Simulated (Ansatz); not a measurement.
# Run report: W, geometry relaxation (part 1 of 2)

System: W (slab, 12 atoms in the cell).
Method: DFT PBE+D3(BJ), scalar-relativistic, plane waves, PAW, no spin polarisation (Ansatz 0.2.0).

The structure derives from an entry of the Crystallography Open Database. The input holds or restrains some coordinates. Forces given for the steps count only the free coordinates. It belongs to a series of runs on one base structure; here: clean slab, lower planes held.

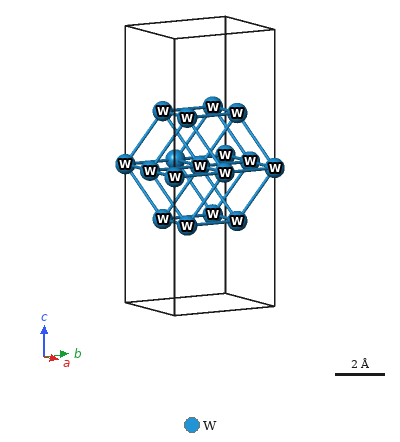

Fig. 1: The input geometry (ball-and-stick view of the cell of the calculation, with the vacuum cut short, seen slightly off an axis). An atom can appear more than once, as a periodic image. Near neighbours in the periodic cell (some may lie outside the picture): W has 6 W at 2.74 Å; W has 8 W at 2.74 Å.

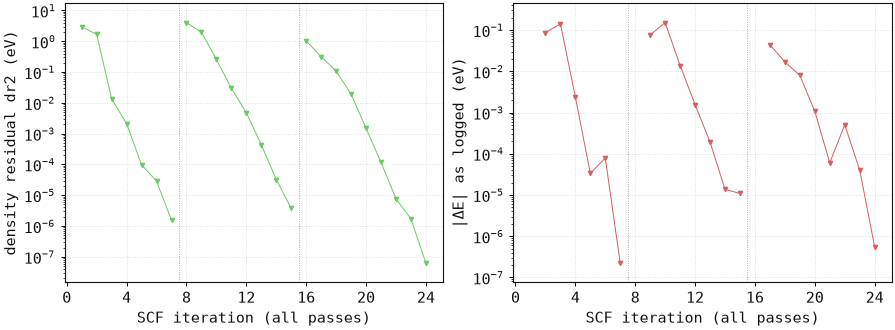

Fig. 2: Convergence of the self-consistent field: density residual dr2 and size of the energy change against the SCF iteration. The dotted lines part the SCF passes of the relaxation: geometry steps, rejected trials and re-solves on a re-selected basis. The passes take 7, 8 and 9 iterations.

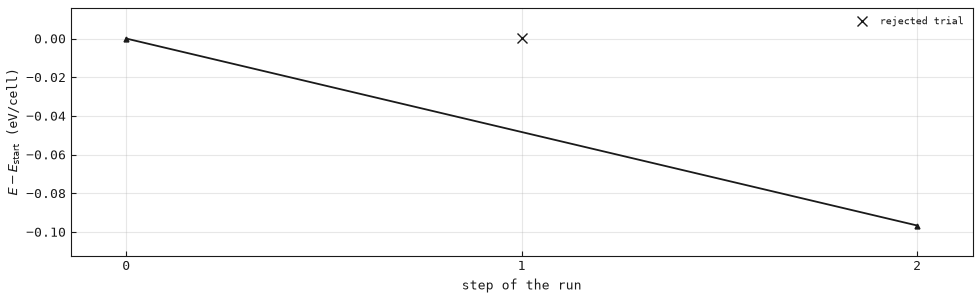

Fig. 3: Progress of the restrained relaxation, step by step (the first geometry is step 0 here and step 1 in the log).

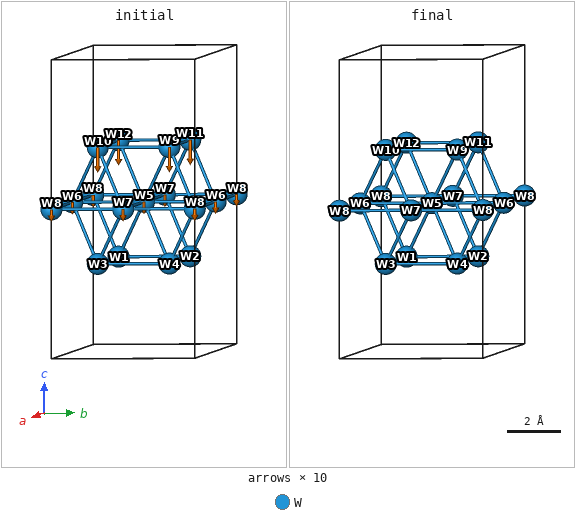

Fig. 4: Before (left) and after (right) the restrained relaxation, at one scale (ball-and-stick view of the cell of the calculation, with the vacuum cut short, seen slightly off an axis). The orange arrows give the displacements, magnified 10 times. The largest moves, 0.098 Å, are those of W9, W10, W11 and W12. The cell stays as it was. Among the contacts that change: W1–W5 2.736 → 2.697 Å. Over 2 geometry steps the energy falls by 96.7 meV per cell of the calculation. The largest force component goes from 0.47 to 0.015 eV/Å. The line search rejected the trial step at point 1 (counted from 0) and went back. (Atoms are counted from 1 in the order of the input.)

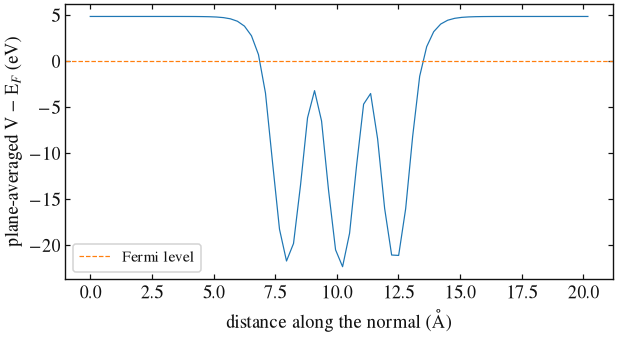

Fig. 5: Plane average of the electrostatic potential energy of an electron across the cell, from the Fermi level. The vacuum level lies 4.83 eV above the Fermi level.

These pictures come from the run below.

Input file:
```yaml
crystal:
  lattice:
    - [5.4721979736, 0.0, 0.0]
    - [-1.8240659912, 5.1592377269, 0.0]
    - [0.0, 0.0, 20.4680309356]
  atoms:
    - { symbol: W, position: [0.25, 0.25, 0.3908534253] }
    - { symbol: W, position: [0.25, 0.75, 0.3908534253] }
    - { symbol: W, position: [0.75, 0.25, 0.3908534253] }
    - { symbol: W, position: [0.75, 0.75, 0.3908534253] }
    - { symbol: W, position: [0.5, 0.5, 0.5] }
    - { symbol: W, position: [0.5, 0.0, 0.5] }
    - { symbol: W, position: [0.0, 0.5, 0.5] }
    - { symbol: W, position: [0.0, 0.0, 0.5] }
    - { symbol: W, position: [0.75, 0.75, 0.6091465747] }
    - { symbol: W, position: [0.75, 0.25, 0.6091465747] }
    - { symbol: W, position: [0.25, 0.75, 0.6091465747] }
    - { symbol: W, position: [0.25, 0.25, 0.6091465747] }
basis:
  ecutwfc: 420
kpoints:
  mp_grid: { grid: [4, 4, 1] }
hamiltonian:
  xc: pbe
  dispersion: d3bj
scf:
  occupations: { method: gaussian, width: 0.1 }
output:
  forces: true
  eigenvalues: true
relax:
  adjacent_minimum: "off"
  f_tol: 0.03
  max_steps: 70
  constraints: [{ sites: [0, 1, 2, 3] }]
efield:
  axis: 3
  dipole_correction: true
  ramp_width: 0.04
```

Run as:
```bash
ansatz run input.yaml --threads 4 --pin off --max-ram 10240MiB --backend cpu --events-out ev --progress --plain --runs-dir out
```

Output:
```
Engine: ansatz 0.2.0, x86_64-unknown-linux-gnu
Pseudopotentials: kind: paw
Pseudopotential: W, paw, valence charge 14, recommended cutoff 420 eV (normal), W.paw.azcp
Functional definition: PBE
  parameter kappa = 0.804
  parameter beta = 0.06672455060314922
  exchange = pbe_x(kappa = kappa, mu = beta*pi^2/3)
  correlation = pbe_c(beta = beta)
Crystal: 12 atoms, lattice volume = 577.861 Å³
Basis set: ecut = 420 eV, 11269 PW (Γ), exchange–correlation on 80×80×288 points (8 copies of the dense FFT grid, shifted against one another)
Bands: 101, of which v1, the nominal top of the filled ones, is band 84 counted from 1 (83 counted from 0)
Symmetry: 16 space group operations
k-points: 7 of 16
Non-local potential: W, projectors of the file, l = 0: 3, l = 1: 2, l = 2: 2, l = 3: 1
PAW form: soft (Blöchl's): semilocal exchange-correlation on the pseudo side does not see the compensation charge
PAW one-centre angular grid: W, 590 points (default); XC on 64 Gauss nodes
Initial density: superposition of atomic densities (neutral atoms: chi_scale 0, normalization atom), corrected by the library's trained network
Initial wavefunctions: pseudopotential atomic-orbital guess
Functional: x = pbe(κ = 0.804, μ = 0.2195149727645171), c = pbe(β = 0.06672455060314922)
SCF iter   1: F=—  HF=-124611.546817 eV  |F-HF|=—  |Δ(HF+E_count)|=         —  Δρ=9.39e-3  dr2=2.97e0  ethr=1.77e-3  p=0.000 e·Å  D=6.42e-14 V/Å  ΔV_dip=-0.00 eV  dr2_dipole=6.95e-8  V_vac-E_F(+/−)=5.17/5.17 eV  ⟨swp⟩=9.3  Hψ=3571  notcnv=0
efield: sawtooth ramp at fractional position 0.9800 (placed from the atoms, in the widest stretch of the axis that holds none; the zero of the levels goes with the place), width 0.0400; the density the first Hamiltonian is built on has a dipole p = 0.000 e·Å; the dipole correction subtracts the counter field D = 6.42e-14 V/Å, which shifts the + side's vacuum level by -0.00 eV against the − side's; the planar-averaged density in the ramp window peaks in size at 1.6e-5 e/Å³
preconditioner: auto → LDOS  [metal: Δε(μ)=0.053 eV  Ē_g=4.359 eV  σ=0.100 eV  W_gap=0.27  n_scr=102 (ndim 8)  ℏωp=13.1 eV  f_vac=0.577  D(μ)=12.05/eV (n_scr^D=66)  β→1.0]
SCF iter   2: F=—  HF=-124611.460152 eV  |F-HF|=—  |Δ(HF+E_count)|=   8.67e-2  Δρ=7.72e-3  dr2=1.67e0  ethr=1.77e-3  p=-0.000 e·Å  D=-1.37e-7 V/Å  ΔV_dip=0.00 eV  dr2_dipole=5.07e-9  V_vac-E_F(+/−)=4.88/4.88 eV  ⟨swp⟩=3.1  Hψ=1107  notcnv=0  defer=58
SCF iter   3: F=—  HF=-124611.318490 eV  |F-HF|=—  |Δ(HF+E_count)|=   1.42e-1  Δρ=9.26e-4  dr2=1.35e-2  ethr=9.91e-4  p=0.000 e·Å  D=9.28e-9 V/Å  ΔV_dip=-0.00 eV  dr2_dipole=4.94e-9  V_vac-E_F(+/−)=4.92/4.92 eV  ⟨swp⟩=2.1  Hψ=931  notcnv=0  defer=58
SCF iter   4: F=—  HF=-124611.320872 eV  |F-HF|=—  |Δ(HF+E_count)|=   2.38e-3  Δρ=3.32e-4  dr2=2.10e-3  ethr=8.04e-6  p=-0.000 e·Å  D=-1.64e-7 V/Å  ΔV_dip=0.00 eV  dr2_dipole=2.14e-9  V_vac-E_F(+/−)=4.89/4.89 eV  ⟨swp⟩=2.9  Hψ=1222  notcnv=0  defer=42
SCF iter   5: F=—  HF=-124611.320839 eV  |F-HF|=—  |Δ(HF+E_count)|=   3.33e-5  Δρ=1.29e-4  dr2=9.71e-5  ethr=1.25e-6  p=-0.000 e·Å  D=-4.00e-8 V/Å  ΔV_dip=0.00 eV  dr2_dipole=8.40e-10  V_vac-E_F(+/−)=4.87/4.87 eV  ⟨swp⟩=2.0  Hψ=907  notcnv=0  defer=42
SCF iter   6: F=—  HF=-124611.320919 eV  |F-HF|=—  |Δ(HF+E_count)|=   7.94e-5  Δρ=4.94e-5  dr2=2.86e-5  ethr=1.34e-8  p=0.000 e·Å  D=1.10e-7 V/Å  ΔV_dip=-0.00 eV  dr2_dipole=1.22e-10  V_vac-E_F(+/−)=4.86/4.86 eV  ⟨swp⟩=19.0  Hψ=4035  notcnv=0
SCF iter   7: F=-124611.320920 eV  HF=-124611.320919 eV  |F-HF|=1.53e-6  |Δ(HF+E_count)|=   2.21e-7  Δρ=1.34e-5  dr2=1.54e-6  ethr=1.34e-8  p=0.000 e·Å  D=3.15e-8 V/Å  ΔV_dip=-0.00 eV  dr2_dipole=2.72e-11  V_vac-E_F(+/−)=4.86/4.86 eV  ⟨swp⟩=7.1  Hψ=2658  notcnv=0
SCF 1 converged in 7 iterations: F = -124611.320920 eV  dr2 = 1.54e-6
  greatest PAW one-centre occupation: 1.000 electrons in one spin orbital (limit 2), on the W atom at site 11 (counted from 0), in its partial waves of l = 0
relax step   1: F+E_penalty+E_count = -124611.32092027 eV  Δ(F+E_penalty+E_count) = +0.000e0 eV  max|allowed force component| = 4.689e-1 eV/Å  Δτ_max = 0.0000 Å  (7 SCF iters, dr2 threshold 2.25e-5 eV, accepted)
Initial density: handed on by an earlier stage of this run
Initial wavefunctions: those handed on with the density
iter 1 solved again at ethr=2.40e-3 eV; its pass at ethr=3.10e-3 eV (dr2=4.03e0 eV) is discarded
SCF iter   1: F=—  HF=-124611.563820 eV  |F-HF|=—  |Δ(HF+E_count)|=         —  Δρ=1.29e-2  dr2=4.05e0  ethr=2.40e-3  p=0.000 e·Å  D=3.37e-6 V/Å  ΔV_dip=-0.00 eV  dr2_dipole=7.86e-1  V_vac-E_F(+/−)=4.90/4.90 eV  ⟨swp⟩=1.1  Hψ=2764  notcnv=0  defer=22
efield: sawtooth ramp at fractional position 0.9800 (handed on by an earlier solve), width 0.0400; the density the first Hamiltonian is built on has a dipole p = 0.000 e·Å; the dipole correction subtracts the counter field D = 3.37e-6 V/Å, which shifts the + side's vacuum level by -0.00 eV against the − side's; the planar-averaged density in the ramp window peaks in size at 4.8e-6 e/Å³
preconditioner: auto → LDOS  [metal: Δε(μ)=0.023 eV  Ē_g=4.513 eV  σ=0.100 eV  W_gap=0.13  n_scr=102 (ndim 8)  ℏωp=13.1 eV  f_vac=0.588  D(μ)=11.22/eV (n_scr^D=66)  β→1.0]
SCF iter   2: F=—  HF=-124611.487608 eV  |F-HF|=—  |Δ(HF+E_count)|=   7.62e-2  Δρ=7.98e-3  dr2=1.96e0  ethr=2.40e-3  p=0.037 e·Å  D=1.15e-2 V/Å  ΔV_dip=-0.24 eV  dr2_dipole=7.42e-3  V_vac-E_F(+/−)=4.60/4.83 eV  ⟨swp⟩=3.0  Hψ=1030  notcnv=0  defer=22
SCF iter   3: F=—  HF=-124611.335586 eV  |F-HF|=—  |Δ(HF+E_count)|=   1.52e-1  Δρ=2.60e-3  dr2=2.57e-1  ethr=1.17e-3  p=0.011 e·Å  D=3.41e-3 V/Å  ΔV_dip=-0.07 eV  dr2_dipole=4.98e-2  V_vac-E_F(+/−)=4.77/4.84 eV  ⟨swp⟩=2.4  Hψ=1104  notcnv=0  defer=62
SCF iter   4: F=—  HF=-124611.321741 eV  |F-HF|=—  |Δ(HF+E_count)|=   1.38e-2  Δρ=8.32e-4  dr2=2.98e-2  ethr=1.53e-4  p=0.011 e·Å  D=3.36e-3 V/Å  ΔV_dip=-0.07 eV  dr2_dipole=6.81e-3  V_vac-E_F(+/−)=4.78/4.85 eV  ⟨swp⟩=2.1  Hψ=914  notcnv=0  defer=62
SCF iter   5: F=—  HF=-124611.320186 eV  |F-HF|=—  |Δ(HF+E_count)|=   1.56e-3  Δρ=4.00e-4  dr2=4.78e-3  ethr=1.78e-5  p=0.008 e·Å  D=2.41e-3 V/Å  ΔV_dip=-0.05 eV  dr2_dipole=1.36e-3  V_vac-E_F(+/−)=4.78/4.83 eV  ⟨swp⟩=3.0  Hψ=981  notcnv=0  defer=62
SCF iter   6: F=—  HF=-124611.320378 eV  |F-HF|=—  |Δ(HF+E_count)|=   1.92e-4  Δρ=1.34e-4  dr2=4.36e-4  ethr=2.85e-6  p=0.007 e·Å  D=2.18e-3 V/Å  ΔV_dip=-0.04 eV  dr2_dipole=9.35e-5  V_vac-E_F(+/−)=4.79/4.84 eV  ⟨swp⟩=2.1  Hψ=986  notcnv=0  defer=62
SCF iter   7: F=—  HF=-124611.320392 eV  |F-HF|=—  |Δ(HF+E_count)|=   1.37e-5  Δρ=5.25e-5  dr2=3.23e-5  ethr=2.59e-7  p=0.006 e·Å  D=1.89e-3 V/Å  ΔV_dip=-0.04 eV  dr2_dipole=1.98e-6  V_vac-E_F(+/−)=4.79/4.83 eV  ⟨swp⟩=2.1  Hψ=1073  notcnv=0  defer=62
SCF iter   8: F=-124611.320404 eV  HF=-124611.320403 eV  |F-HF|=1.20e-6  |Δ(HF+E_count)|=   1.09e-5  Δρ=2.15e-5  dr2=3.75e-6  ethr=8.18e-9  p=0.006 e·Å  D=1.82e-3 V/Å  ΔV_dip=-0.04 eV  dr2_dipole=7.22e-9  V_vac-E_F(+/−)=4.80/4.83 eV  ⟨swp⟩=16.9  Hψ=3691  notcnv=0
SCF 2 converged in 8 iterations: F = -124611.320404 eV  dr2 = 3.75e-6
  greatest PAW one-centre occupation: 1.000 electrons in one spin orbital (limit 2), on the W atom at site 3 (counted from 0), in its partial waves of l = 0
relax step   2: F+E_penalty+E_count = -124611.32040389 eV  Δ(F+E_penalty+E_count) = +5.164e-4 eV  max|allowed force component| = 6.229e-1 eV/Å  Δτ_max = 0.1956 Å  (8 SCF iters, dr2 threshold 1.37e-5 eV, rejected (line search))
iter 1 solved again at ethr=5.64e-4 eV; its pass at ethr=3.10e-3 eV (dr2=9.47e-1 eV) is discarded
```
